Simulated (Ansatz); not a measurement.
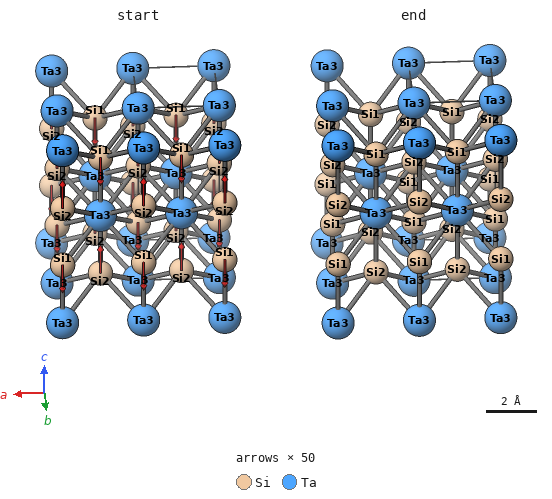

The structure of solid TaSi2 (a generated structure, set up in I4/mmm) (coarse preliminary run) before (left) and after (right) a relaxation, at one scale. The red arrows give the displacements (the part carried along by the change of the cell is left out), 50 times their true length.

A ball-and-stick model of the conventional cell (2 times the calculation's cell), repeated 2 × 2 × 1 with one cell outlined, seen from a free direction. Lengths and directions refer to the drawn axes.

Case: W → Ta on all its sites, cell and atoms relaxed.

Theory: DFT r2SCAN, scalar-relativistic, plane waves, PAW (Ansatz).

The input:
```yaml
crystal:
  lattice:
    - [-1.6279959001, 1.6279959001, 3.9566251864]
    - [1.6279959001, -1.6279959001, 3.9566251864]
    - [1.6279959001, 1.6279959001, -3.9566251864]
  atoms:
    - { symbol: Si, position: [0.3348248948, 0.3348248948, 0.0] }
    - { symbol: Si, position: [0.6651751052, 0.6651751052, 0.0] }
    - { symbol: Ta, position: [0.0, 0.0, 0.0] }
basis:
  ecutwfc: 500
kpoints:
  mp_grid: { grid: [8, 8, 8] }
hamiltonian:
  xc: r2scan
scf:
  occupations: { method: gaussian, width: 0.1 }
output:
  forces: true
  stress: true
  eigenvalues: true
relax:
  adjacent_minimum: "off"
  f_tol: 0.05
  max_steps: 60
  cell: { stress_tol: 0.5 }
```

Launched with:
```bash
ansatz run input.yaml --threads 1 --pin off --max-ram 2560MiB --backend cpu --events-out ev --progress --plain --runs-dir out
```

> Summarise the run.

Over 3 accepted moves (4 points after the start) the energy falls by 74.3 meV per cell of the calculation. The largest force component goes from 0.39 to 0.036 eV/Å. Pressure: 8.94 GPa at the start and 0.11 GPa at the end. The SCF was repeated once at an unchanged geometry on a basis and grid sized afresh for the cell, which shifted the energy by 0.2 meV per cell of the calculation at most. The largest moves relative to the cell, 0.026 Å, are those of Si1 and Si2. Si2 goes along +c. Ta stays in place. Cell: a = b 3.256 → 3.266 Å (+0.3 %), c 7.913 → 8.152 Å (+3.0 %). Volume +3.7 %. Some distances before and after: Si1–Ta3 2.650 → 2.703 Å, Ta3–Ta3 3.256 → 3.266 Å. Among the angles between lasting bonds that change: Ta3–Si2–Ta3 120.8° → 118.6°. The space group stays I4/mmm (No. 139). The run took 31 s on 1 thread of Intel(R) Xeon(R) Processor @ 2.70GHz, on a shared host, peak memory 0.61 GiB.
